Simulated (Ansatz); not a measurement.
Single-point calculation, with input and output: AlNi₃

AlNi₃ (Pm-3m, 4 atoms in the cell), computed with DFT PBE, scalar-relativistic, plane waves, PAW, spin-polarised (Ansatz 0.2.0).

The structure derives from a Materials Project entry.

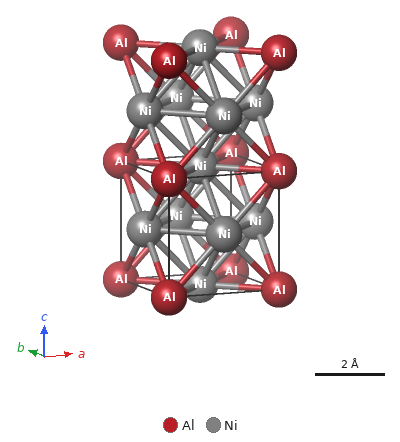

The input geometry (ball-and-stick view of the cell of the calculation, repeated 1 × 1 × 2, seen slightly off an axis). Near neighbours in the crystal (not all of them lie inside the picture): Al has 12 Ni at 2.49 Å; Ni has 4 Al at 2.49 Å and 8 Ni at 2.49 Å.

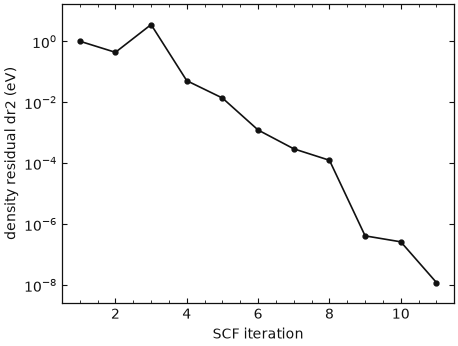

Convergence of the self-consistent field: density residual dr2 against the SCF iteration. The residual comes down, with one marked jump up, by a factor of about 8, at step 3.

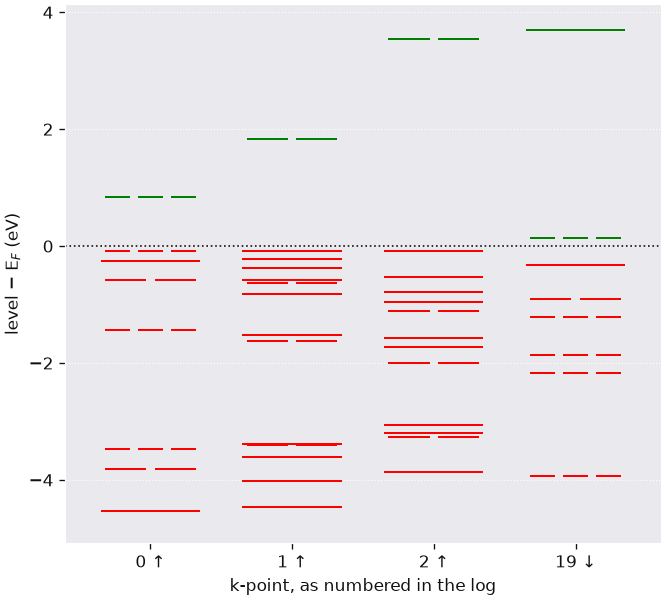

Kohn–Sham levels near the Fermi level (dotted) at the few k-points that the log prints; levels within 0.02 eV of each other stand side by side. The system is metallic on the full mesh.

These pictures come from the run below.

Input
```yaml
crystal:
  lattice:
    - [3.5230547267, 0.0, 0.0]
    - [0.0, 3.5230547267, 0.0]
    - [0.0, 0.0, 3.5230547267]
  atoms:
    - { symbol: Al, position: [0.0, 0.0, 0.0] }
    - { symbol: Ni, position: [0.0, 0.5, 0.5], spin: 2.0 }
    - { symbol: Ni, position: [0.5, 0.0, 0.5], spin: 2.0 }
    - { symbol: Ni, position: [0.5, 0.5, 0.0], spin: 2.0 }
basis:
  ecutwfc: 420
kpoints:
  mp_grid: { grid: [6, 6, 6] }
hamiltonian:
  xc: pbe
scf:
  occupations: { method: gaussian, width: 0.1 }
  lower_state_search: "off"
output:
  forces: true
  stress: true
  eigenvalues: true
  populations: true
magnetization:
  spin_polarized: true
```

Command:
```bash
ansatz run input.yaml --threads 1 --pin off --max-ram 2560MiB --backend cpu --events-out ev --progress --plain --runs-dir out
```

The program's output
```
Engine: ansatz 0.2.0, x86_64-unknown-linux-gnu
Pseudopotentials: kind: paw
Pseudopotential: Al, paw, valence charge 3, recommended cutoff 420 eV (normal), Al.paw.azcp
Pseudopotential: Ni, paw, valence charge 18, recommended cutoff 420 eV (normal), Ni.paw.azcp
Functional definition: PBE
  parameter kappa = 0.804
  parameter beta = 0.06672455060314922
  exchange = pbe_x(kappa = kappa, mu = beta*pi^2/3)
  correlation = pbe_c(beta = beta)
Crystal: 4 atoms, lattice volume = 43.728 Å³
Basis set: ecut = 420 eV, 847 PW (Γ), exchange–correlation on 48×48×48 points (8 copies of the dense FFT grid, shifted against one another)
Bands: 38, of which v1, the nominal top of the filled ones, is band 29 counted from 1 (28 counted from 0)
Symmetry: 48 space group operations
Space group: Pm-3m (ITA 221), of the structure as read, at distance tolerance 3.5e-5 Å
Magnetic group: BNS 221.92 (UNI 1594), of the structure as read, at distance tolerance 3.5e-5 Å
k-points: 20 of 216
Non-local potential: Al, projectors of the file, l = 0: 2, l = 1: 2, l = 2: 1
Non-local potential: Ni, projectors of the file, l = 0: 3, l = 1: 2, l = 2: 3, l = 3: 1
PAW form: soft (Blöchl's): semilocal exchange-correlation on the pseudo side does not see the compensation charge
PAW one-centre angular grid: Al, 110 points (default); XC on 64 Gauss nodes
PAW one-centre angular grid: Ni, 590 points (default); XC on 64 Gauss nodes
Initial density: superposition of atomic densities (chi_scale 0.1, normalization cell)
Starting moments: Σ|m| = 6 μB on 3 of 4 sites
Initial wavefunctions: pseudopotential atomic-orbital guess
Functional: x = pbe(κ = 0.804, μ = 0.2195149727645171), c = pbe(β = 0.06672455060314922)
iter 1 solved again at ethr=1.80e-3 eV; its pass at ethr=3.10e-3 eV (dr2=1.02e0 eV) is discarded
SCF iter   1: F=—  HF=-18057.128497 eV  |F-HF|=—  |Δ(HF+E_count)|=         —  Δρ=1.67e-1 (↑1.27e-1 ↓1.67e-1)  dr2=1.02e0  dr2_m=8.56e0  M=1.819 μB ∫|m|=2.355 μB  β_m=0.30  ethr=1.80e-3  ⟨swp⟩=1.0  Hψ=7713  notcnv=0
Mixer restart at iter 1: flushing history
preconditioner: auto → Kerker (q_TF=auto, 2.852 Å⁻¹)  [metal: Δε(μ)=0.054 eV  Ē_g=10.339 eV  σ=0.100 eV  W_gap=0.29  n_scr=18 (ndim 8)  ℏωp=32.3 eV  f_vac=0.000  D(μ)=2.68/eV (n_scr^D=26)]
spin=Collinear: Kerker preconditioning applied to the charge; magnetization (m = ρ↑ − ρ↓) channel mixes plain (no charge-response kernel on spin).
spin-set hold released at iteration 1 (the charge has settled, or the pull on large starting moments outlasts its swing): the magnetisation degrees of freedom join the quasi-Newton model from the next iteration; the mixer history was flushed
SCF iter   2: F=—  HF=-18057.634165 eV  |F-HF|=—  |Δ(HF+E_count)|=   5.06e-1  Δρ=1.24e-1 (↑1.11e-1 ↓1.24e-1)  dr2=4.40e-1  dr2_m=5.46e0  M=1.505 μB ∫|m|=2.084 μB  β_m=0.61  ethr=1.79e-3  ⟨swp⟩=2.1  Hψ=1903  notcnv=0
SCF iter   3: F=—  HF=-18058.971073 eV  |F-HF|=—  |Δ(HF+E_count)|=    1.34e0  Δρ=8.02e-2 (↑3.65e-2 ↓8.02e-2)  dr2=3.58e0  dr2_m=1.97e-1  M=0.565 μB ∫|m|=0.960 μB  β_m=0.48  ethr=7.72e-4  ⟨swp⟩=3.2  Hψ=3234  notcnv=0  defer=55
SCF iter   4: F=—  HF=-18058.340646 eV  |F-HF|=—  |Δ(HF+E_count)|=   6.30e-1  Δρ=1.64e-2 (↑7.61e-3 ↓1.64e-2)  dr2=5.15e-2  dr2_m=3.99e-2  M=0.635 μB ∫|m|=0.961 μB  β_m=0.71  ethr=7.72e-4  ⟨swp⟩=3.0  Hψ=3173  notcnv=0  defer=121
SCF iter   5: F=—  HF=-18058.366934 eV  |F-HF|=—  |Δ(HF+E_count)|=   2.63e-2  Δρ=4.25e-3 (↑4.25e-3 ↓3.42e-3)  dr2=1.39e-2  dr2_m=1.16e-3  M=0.731 μB ∫|m|=0.997 μB  β_m=0.85  ethr=9.03e-5  ⟨swp⟩=2.3  Hψ=2399  notcnv=0  defer=124
SCF iter   6: F=—  HF=-18058.365807 eV  |F-HF|=—  |Δ(HF+E_count)|=   1.13e-3  Δρ=1.88e-3 (↑1.88e-3 ↓5.42e-4)  dr2=1.24e-3  dr2_m=3.45e-4  M=0.733 μB ∫|m|=0.945 μB  β_m=0.86  ethr=2.44e-5  ⟨swp⟩=2.0  Hψ=1921  notcnv=0  defer=124
SCF iter   7: F=—  HF=-18058.365563 eV  |F-HF|=—  |Δ(HF+E_count)|=   2.43e-4  Δρ=5.51e-4 (↑5.51e-4 ↓5.31e-4)  dr2=2.99e-4  dr2_m=6.31e-6  M=0.726 μB ∫|m|=0.925 μB  β_m=0.93  ethr=2.18e-6  ⟨swp⟩=2.0  Hψ=2020  notcnv=0  defer=124
SCF iter   8: F=—  HF=-18058.365554 eV  |F-HF|=—  |Δ(HF+E_count)|=   9.52e-6  Δρ=5.12e-4 (↑1.70e-4 ↓5.12e-4)  dr2=1.26e-4  dr2_m=1.45e-5  M=0.727 μB ∫|m|=0.926 μB  β_m=0.83  ethr=5.24e-7  ⟨swp⟩=1.0  Hψ=1396  notcnv=0  defer=124
SCF iter   9: F=—  HF=-18058.365529 eV  |F-HF|=—  |Δ(HF+E_count)|=   2.52e-5  Δρ=8.69e-5 (↑6.48e-5 ↓8.69e-5)  dr2=4.16e-7  dr2_m=2.26e-6  M=0.726 μB ∫|m|=0.924 μB  β_m=0.85  ethr=2.22e-7  ⟨swp⟩=2.2  Hψ=1927  notcnv=0  defer=124
SCF iter  10: F=—  HF=-18058.365543 eV  |F-HF|=—  |Δ(HF+E_count)|=   1.45e-5  Δρ=2.55e-5 (↑2.55e-5 ↓1.04e-5)  dr2=2.65e-7  dr2_m=6.50e-8  M=0.725 μB ∫|m|=0.923 μB  β_m=0.92  ethr=1.75e-10  ⟨swp⟩=9.8  Hψ=7309  notcnv=0
SCF iter  11: F=-18058.365543 eV  HF=-18058.365543 eV  |F-HF|=1.65e-8  |Δ(HF+E_count)|=   7.80e-9  Δρ=3.32e-6 (↑3.20e-6 ↓3.32e-6)  dr2=1.22e-8  dr2_m=4.20e-10  M=0.725 μB ∫|m|=0.923 μB  ethr=1.75e-10  ⟨swp⟩=2.9  Hψ=4601  notcnv=0
SCF 1 converged in 11 iterations: F = -18058.365543 eV  dr2 = 1.22e-8
  greatest PAW one-centre occupation: 1.001 electrons in one spin orbital (limit 2), on the Ni atom at site 2 (counted from 0), in its partial waves of l = 1
SCF converged after 11 iterations
Magnetization: 0.7249 μB (28.8624 up, 28.1376 down)
Absolute magnetization: 0.9237 μB (∫|ρ↑−ρ↓|, with the PAW one-centre terms)
Spin contamination: 0.0093 ħ² per cell (⟨S²⟩ above its minimum at these occupations)
Per-site moments (μB) at R_I (Å): [(-0.01832888707193503, 1.0276100536931165), (0.27077743936332027, 1.0276100536931165), (0.27077743936332094, 1.0276100536931165), (0.27077743936332005, 1.0276100536931165)]
Free energy (F): -18058.365543 eV
Harris-Foulkes:  -18058.365543 eV  (|F-HF|=1.65e-8)
Internal energy: -18058.350872 eV  (E = F + TS)
E sigma→0 (E₀):  -18058.358208 eV
Entropy (-TS):   -0.014671 eV (-3.668 meV/atom)
Fermi energy:    16.467469 eV
--- Per-component energies (eV) ---
  E_band       = -901.517867
  E_kinetic    = 879.124619
  E_local      = -11867.084684  (includes V_loc(G=0)·N_el)
  E_nonlocal   = 1916.693100
  E_hartree    = 5057.050573
  E_xc         = -297.765687
  E_vxc        = -361.835214  (∫ρ·V_xc dr)
  E_paw        = -5358.190961  (= ΣΔE_a)
  E_vpaw       = -1582.532775  (= ΣTr[D̂ρ^β])
  E_aug_tail   = 0.001709  (compensation charges beyond the density's cutoff)
  E_ewald      = -8388.179542
  E_smearing   = -0.014671  (= −TS)
  E_closure    = 0.000000  (closes the sum)
  Σ components = -18058.365543   (vs F -18058.365543, Δ=0.00e0)
--- Forces (eV/Å), atoms counted from 1 ---
  atom   1  Al    -0.00000000    -0.00000000     0.00000000
  atom   2  Ni     0.00000000    -0.00000000     0.00000000
  atom   3  Ni     0.00000000    -0.00000000     0.00000000
  atom   4  Ni     0.00000000     0.00000000     0.00000000
  max |Σ_I F_I| component: 3.50e-28 eV/Å
--- Stress (GPa, compression-positive) ---
        7.361248       0.000000       0.000000
        0.000000       7.361248       0.000000
        0.000000       0.000000       7.361248
  P = ⅓ Tr σ = 7.3612 GPa (73.612 kbar)
--- Band table (eV; the first three rows and the last of 40) ---
  k-point 0 ↑: bands = ["-86.7266", "-86.6933", "-86.6933", "-47.1799", "-47.1799", "-47.1799", "-47.0917", "-47.0917", "-47.0917", "-47.0323", "-47.0323", "-47.0323", "6.2499", "11.9398", "12.6458", "12.6458", "13.0032", "13.0032", "13.0032", "15.0313", "15.0313", "15.0313", "15.8868", "15.8868", "16.2129", "16.3872", "16.3872", "16.3872", "17.3036", "17.3036", "17.3036", "23.1579", "23.1579", "24.0252", "28.9144", "28.9144", "28.9144", "30.6681"]
  k-point 1 ↑: bands = ["-86.7246", "-86.6953", "-86.6933", "-47.1743", "-47.1743", "-47.1706", "-47.0933", "-47.0933", "-47.0921", "-47.0425", "-47.0363", "-47.0363", "6.5957", "11.9991", "12.4556", "12.8626", "13.0624", "13.0624", "13.0829", "14.8435", "14.8435", "14.9438", "15.6539", "15.8366", "15.8366", "15.8875", "16.0866", "16.2513", "16.3875", "18.2968", "18.2968", "23.1244", "23.7013", "25.4333", "27.2766", "27.2766", "28.0600", "29.4328"]
  k-point 2 ↑: bands = ["-86.7195", "-86.7003", "-86.6933", "-47.1611", "-47.1611", "-47.1450", "-47.0983", "-47.0983", "-47.0929", "-47.0700", "-47.0445", "-47.0445", "7.5967", "11.0379", "12.5950", "13.2078", "13.2078", "13.2705", "13.4008", "14.4695", "14.4695", "14.7403", "14.9019", "15.3653", "15.3653", "15.5122", "15.6761", "15.9454", "16.3882", "20.0086", "20.0086", "23.0389", "24.0672", "24.5544", "24.5544", "26.1972", "27.7931", "29.4122"]
  k-point 19 ↓: bands = ["-86.3609", "-86.3609", "-86.3609", "-46.8622", "-46.8622", "-46.8622", "-46.8351", "-46.7343", "-46.7343", "-46.7343", "-46.6456", "-46.6456", "10.6996", "12.5391", "12.5391", "12.5391", "14.2931", "14.2931", "14.2931", "14.5999", "14.5999", "14.5999", "15.2627", "15.2627", "15.2627", "15.5572", "15.5572", "16.1460", "16.6005", "16.6005", "16.6005", "20.1581", "20.8085", "20.8085", "20.8085", "34.7387", "34.7387", "36.6695"]
--- Löwdin populations: 4 sites ---
  site symbol       q [e]    m [muB]
     0     Al      3.5566    -0.0517
     1     Ni     17.6244     0.2686
     2     Ni     17.6244     0.2686
     3     Ni     17.6244     0.2686
  spilling = 0.010002 (of n_electrons = 57.000000)
```

File populations.tsv
```
# site	symbol	l	j	q_up	q_dn
# orbitals = lowdin
# n_electrons = 57.000000
# spilling = 0.010002
0	Al	0_3S	-	0.582310	0.582422
0	Al	1_3P	-	1.170180	1.221722
1	Ni	0_3S	-	0.993536	0.993647
1	Ni	0_4S	-	0.364019	0.369910
1	Ni	1_3P	-	2.997170	2.997298
1	Ni	2_3D	-	4.591770	4.317064
2	Ni	0_3S	-	0.993536	0.993647
2	Ni	0_4S	-	0.364019	0.369910
2	Ni	1_3P	-	2.997170	2.997298
2	Ni	2_3D	-	4.591770	4.317064
3	Ni	0_3S	-	0.993536	0.993647
3	Ni	0_4S	-	0.364019	0.369910
3	Ni	1_3P	-	2.997170	2.997298
3	Ni	2_3D	-	4.591770	4.317064
```

Results in brief

```tsv
quantity	value
outcome	converged
space group (tolerance 0.01 Å)	Pm-3m (221)
electrons treated	57
free energy	−18058.3655 eV
Fermi energy	16.467 eV
gap on the k-point mesh	none (metallic)
net moment of the cell	0.72 μB
integrated absolute moment	0.92 μB
pressure	7.36 GPa
largest force (length of the vector)	under 0.001 eV/Å
hardware	1 thread of Oxide Virtual Turin-like (Zen 5), 32 GiB of memory available, shared host
wall time	5.3 s
peak memory	0.37 GiB
```

Notes

The cell is under a pressure of 7.4 GPa at this level, so it is not at its equilibrium volume.
